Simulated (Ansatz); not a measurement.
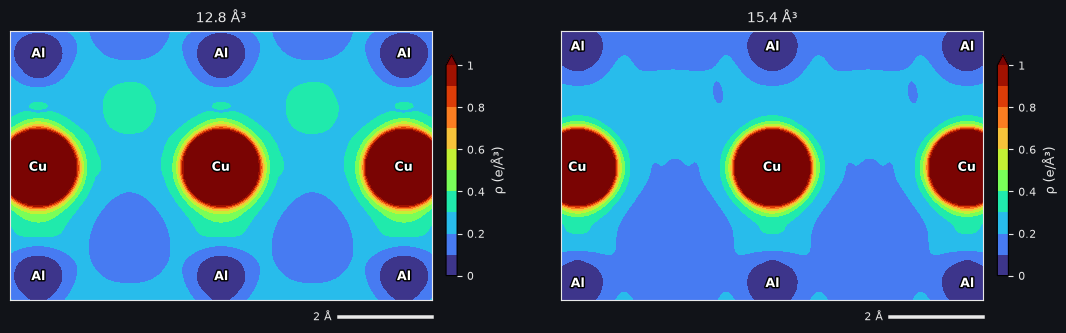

Al₃Cu₂. The valence charge density (pseudo) of cells scaled evenly to different volumes (given per atom above each panel), on the (100) plane of each (indices in the axes of the cell below), at one length scale and on one colour scale.

A structure from a database of computed crystals, not necessarily the ambient phase; computed without spin polarisation.

The calculation used DFT r2SCAN, scalar-relativistic, plane waves, PAW (Ansatz 0.2.0).

Core electrons are frozen (PAW), and the valence fields are smoothed inside the atomic spheres.

The largest cell:

```
Al Cu
1.0
     4.18390    0.00000    0.00000
    -2.09195    3.62336    0.00000
     0.00000    0.00000    5.08375
Al Cu
3 2
Direct
  0.00000 0.00000 0.00000
  0.33333 0.66667 0.34911
  0.66667 0.33333 0.65089
  0.33333 0.66667 0.83915
  0.66667 0.33333 0.16085
```

| volume (Å³/atom) | Al–Cu contact in the plane (Å) | ρ at its midpoint (e/Å³) | pressure (GPa) | 
| --- | --- | --- | --- |
| 12.80 | 2.346 | 0.400 | 19.9 | 
| 14.54 | 2.445 | ? | ? | 
| 15.41 | 2.491 | 0.320 | −6.0 | 

**Estimate the missing row, and compare with the calculation.**

Over the known rows ln ρ falls by 1.54 per Å of Al–Cu distance (the line through the two), which gives 0.343 e/Å³ at 2.445 Å; the calculation gives 0.331 e/Å³. For the pressure, a straight line in volume between the neighbouring rows gives 2.6 GPa; the calculation gives 0.0, lower because pressure rises ever faster on compression.
